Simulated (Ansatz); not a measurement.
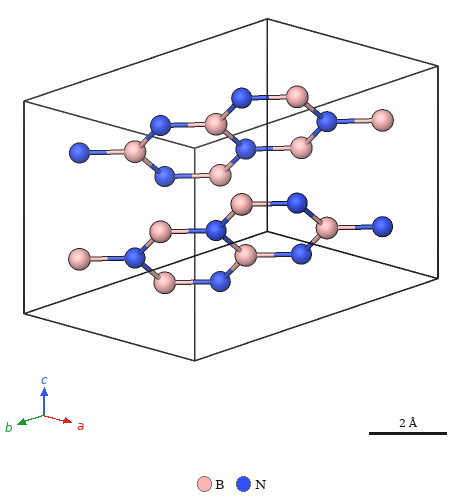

Starting frame of a dynamics run of a 24-atom cell of BN (built on the measured structure type). The picture is a ball-and-stick view of the simulation cell, seen from a free direction. Bonds to atoms that aren't drawn are left out.

All numbers below come from Ansatz, DFT, PBEsol, plane waves, PAW.

Input file:
```yaml
crystal:
  lattice:
    - [5.0011652085, 0.0, 0.0]
    - [-3.7508739063, 6.4967041786, 0.0]
    - [0.0, 0.0, 6.5236361402]
  atoms:
    - { symbol: B, position: [0.1666666667, 0.2222222222, 0.25] }
    - { symbol: B, position: [0.3333333333, 0.1111111111, 0.75] }
    - { symbol: "N", position: [0.1666666667, 0.2222222222, 0.75] }
    - { symbol: "N", position: [0.3333333333, 0.1111111111, 0.25] }
    - { symbol: B, position: [0.1666666667, 0.5555555556, 0.25] }
    - { symbol: B, position: [0.3333333333, 0.4444444444, 0.75] }
    - { symbol: "N", position: [0.1666666667, 0.5555555556, 0.75] }
    - { symbol: "N", position: [0.3333333333, 0.4444444444, 0.25] }
    - { symbol: B, position: [0.1666666667, 0.8888888889, 0.25] }
    - { symbol: B, position: [0.3333333333, 0.7777777778, 0.75] }
    - { symbol: "N", position: [0.1666666667, 0.8888888889, 0.75] }
    - { symbol: "N", position: [0.3333333333, 0.7777777778, 0.25] }
    - { symbol: B, position: [0.6666666667, 0.2222222222, 0.25] }
    - { symbol: B, position: [0.8333333333, 0.1111111111, 0.75] }
    - { symbol: "N", position: [0.6666666667, 0.2222222222, 0.75] }
    - { symbol: "N", position: [0.8333333333, 0.1111111111, 0.25] }
    - { symbol: B, position: [0.6666666667, 0.5555555556, 0.25] }
    - { symbol: B, position: [0.8333333333, 0.4444444444, 0.75] }
    - { symbol: "N", position: [0.6666666667, 0.5555555556, 0.75] }
    - { symbol: "N", position: [0.8333333333, 0.4444444444, 0.25] }
    - { symbol: B, position: [0.6666666667, 0.8888888889, 0.25] }
    - { symbol: B, position: [0.8333333333, 0.7777777778, 0.75] }
    - { symbol: "N", position: [0.6666666667, 0.8888888889, 0.75] }
    - { symbol: "N", position: [0.8333333333, 0.7777777778, 0.25] }
kpoints:
  mp_grid: { grid: [4, 2, 2] }
hamiltonian:
  xc: pbesol
scf:
  occupations: { method: fermi_dirac, width: 0.069 }
md:
  ensemble: nvt_langevin
  temperature: 800
  timestep: 3.0
  n_steps: 40
  initial_velocities: maxwell_boltzmann
  seed: 2252
```

Launched with:
```bash
ansatz run input.yaml --threads 4 --pin off --max-ram 3686MiB --backend cpu --events-out ev --progress --plain --runs-dir out
```

> What does the trajectory do?

The mean temperature in the second half is 692 K (standard deviation 93 K). The potential energy is still drifting at the end, so the run hasn't reached equilibrium. The potential energy in the second half lies on average 94.1 meV per atom above the first frame. In the second half of the run the atoms are, in the root-mean-square, this far from where they began (common drift taken out): N 0.18 Å, B 0.16 Å. That is small against the typical shortest distance between atoms in the first frame, about 1.4 Å: the atoms vibrate about their sites and the arrangement holds.

Along the run (each row but the first and the last is the mean over the interval that it begins):

```tsv
time (fs)	potential energy (meV/atom)	T (K)
0.0	0.0	767
15.0	58.8	457
30.0	78.3	451
45.0	87.3	598
60.0	100.0	649
75.0	104.9	698
90.0	87.3	768
105.0	85.0	657
120.0	89.3	660
```

The paths of the atoms, magnified 2 times:

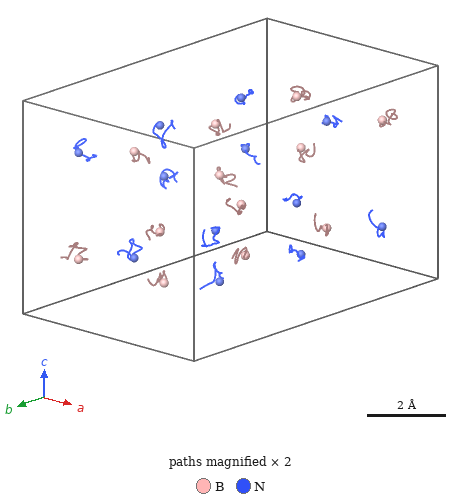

The run took 3.6 min on 4 threads of Arm Neoverse N1, on a shared host, peak memory 0.69 GiB.
